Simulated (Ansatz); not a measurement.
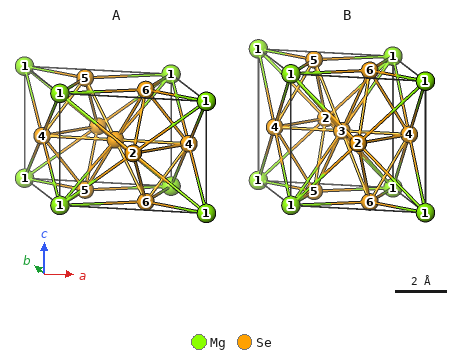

Two geometries of crystalline MgSe₅ (a generated structure, set up in P6/mmm), drawn at one scale. One is the start of a relaxation, the other its converged end. The picture is a ball-and-stick view of the cell of the calculation, seen slightly off an axis.

Theory: DFT PBE, scalar-relativistic, plane waves, PAW (Ansatz). Set-up: plane-wave cutoff 420 eV; k-point mesh 6 × 6 × 8; occupations gaussian; smearing width 0.1 eV; no spin polarisation; cell and atoms relaxed; force threshold 0.01 eV/Å; at most 80 steps.

> Which of the two is the end point?

Structure B is the relaxed one. The energy falls by 34.9 meV per atom in 9 accepted moves (11 points after the start). All forces vanish by symmetry, so only the cell relaxes. Pressure: 0.87 GPa at the start and 0.01 GPa at the end. The SCF was repeated twice at an unchanged geometry on a basis and grid sized afresh for the cell, which shifted the energy by 0.7 meV per atom at most. No atom moves by more than 0.005 Å relative to the cell. The volume changes by −1.0 %, with a = b 6.046 → 5.551 Å (−8.2 %), c 4.506 → 5.291 Å (+17.4 %). Some distances before and after: Mg1–Se5 3.490 → 3.205 Å, Se2–Se3 3.023 → 2.775 Å, Se2–Se5 2.850 → 3.093 Å, Mg1–Se2 3.770 → 3.834 Å. The space group stays P6/mmm (No. 191). Cost: 3.8 min on 1 thread of Intel(R) Xeon(R) Processor @ 2.70GHz, with other jobs on the host, peak memory 0.55 GiB.
